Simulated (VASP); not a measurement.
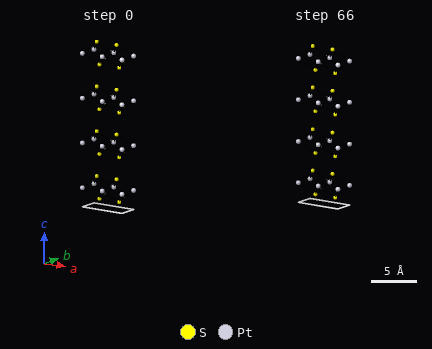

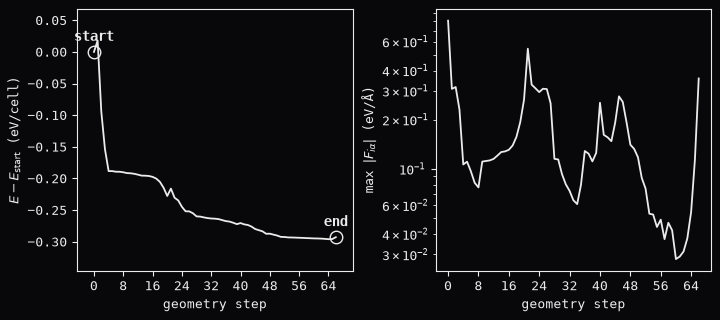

First and last geometry of a relaxation of a slab of composition PtS2, with the history of the run. Style: ball-and-stick. Shown: the 2 × 1 repeat of the cell, outlined in the plane, without the vacuum, slightly off an axis.

The run lets cell and atoms move.

Theory: Kohn-Sham DFT of a periodic cell, LDA, VASP PAW LDA potentials, recommended (VASP).

Input
```
SYSTEM = PtS2
PREC = Accurate ; ENCUT = 600
EDIFF = 1E-6 ; ISMEAR = 0
SIGMA = 0.03 ; LREAL = .False.
LASPH = .True. ; NELM = 80
ALGO = Normal ; ISIF = 3
LWAVE = .False. ; LCHARG = .False.
GGA = CA ; IBRION = 2
NSW = 90 ; EDIFFG = -0.01
LATTICE_CONSTRAINTS = .TRUE. .TRUE. .FALSE. ; KPAR = 4
```

Run as
```bash
cat potpaw_LDA.64/S/POTCAR potpaw_LDA.64/Pt/POTCAR > POTCAR
mpirun -np 4 vasp_std > vasp.out
```

Did the run converge, and what did it change?

The run was cut off at its time limit before the relaxation converged, so the last structure is only a point on the way. The largest moves relative to the layer's centre, 0.62 Å, are those of S atoms. By element the largest moves are S 0.62 Å, Pt 0.57 Å. In the plane the drawn cell goes a 7.086 → 7.084 Å (0.0 %), b 3.543 → 3.542 Å (0.0 %). Among the contacts that change: Pt–S 2.344 → 2.377 Å. After 66 geometry steps the energy has fallen by 0.293 eV per cell of the calculation. The largest force component goes from 0.81 to 0.36 eV/Å. At step 1 the optimiser overshot: the energy rose above the start, and later steps came back.
